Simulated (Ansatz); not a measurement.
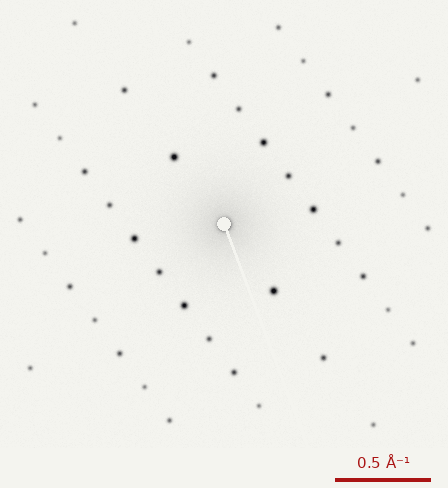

Simulated selected-area electron diffraction pattern (300 kV, kinematic approximation, thin crystal, B = 0.8 Å² for all atoms).

Describe the geometry of this pattern.

The spots form a rectangular net whose two shortest vectors correspond to d = 4.51 Å and 2.34 Å, 90.0° apart.

What is the point symmetry of the pattern, intensities included?

2mm.

What was simulated?

This cannot be fixed from one zone alone; the pattern is [100] of Pd, space group P6_3/mmc (No. 194), a = 2.699 Å, c = 4.511 Å (hexagonal axes). The net vectors are 0 0 1 (itself extinct) and 0 1 0. Structure: the end point of a relaxation with DFT, LDA (PW92), plane waves (420 eV) with PAW, scalar-relativistic in Ansatz 0.2.0; the starting structure was generated, so it need not be a known form of this composition.
